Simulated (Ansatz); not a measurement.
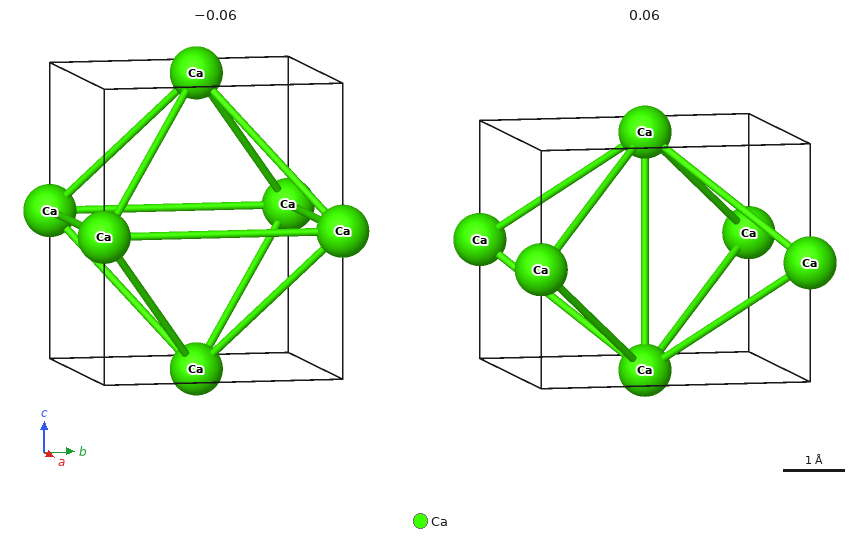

A crystal of Ca (set up in I4/mmm), under biaxial strain in the a–b plane (c relaxed, atoms fixed by symmetry), with energies (extrapolated to zero smearing) counted from the relaxed crystal, which is the row at zero. The picture shows the first and the last member. The picture is a ball-and-stick view of the cell of the calculation, seen slightly off an axis.

Computed with Ansatz 0.2.0: DFT PBEsol, scalar-relativistic, plane waves, PAW. Set-up: plane-wave cutoff 420 eV; k-point mesh 10 × 10 × 10; occupations gaussian; smearing width 0.1 eV; no spin polarisation; force threshold 0.008 eV/Å.

```
strain  energy (meV/atom)  a (Å)  c (Å)
 −0.06              −7.20  4.068  4.955
 −0.04              −4.63  4.154  4.729
 −0.02              −2.43  4.241  4.543
   0.0               0.00  4.328  4.306
  0.02              −1.71  4.414  4.142
  0.04                  ?      ?      ?
  0.06               5.49  4.587  3.984
```

> Estimate the missing row from the others, and compare with the calculation.

A parabola through three neighbouring rows (0.0, 0.02, 0.06) gives, with Lagrange weights, (−0.3333)(0.00) + (1.0000)(−1.71) + (0.3333)(5.49) = 0.12 meV/atom. The calculation gives −0.51 meV/atom (a = 4.501 Å, c = 4.057 Å). The estimate is 0.63 meV/atom too high. The miss is large: three rows don't fix the curve here, or the series isn't smooth. Both neighbours of the unstrained cell lie lower, so it is unstable to this strain at this level. From the first member to the last: Ca–Ca 4.955 → 3.984 Å, Ca–Ca 4.068 → 4.587 Å, Ca–Ca 3.796 → 3.807 Å.

The whole series:

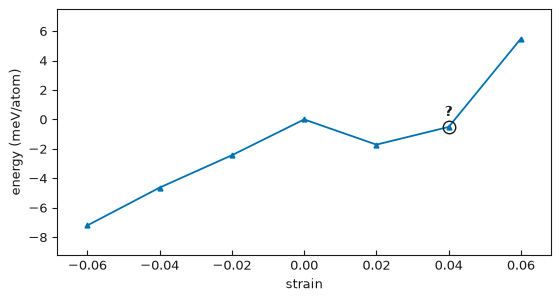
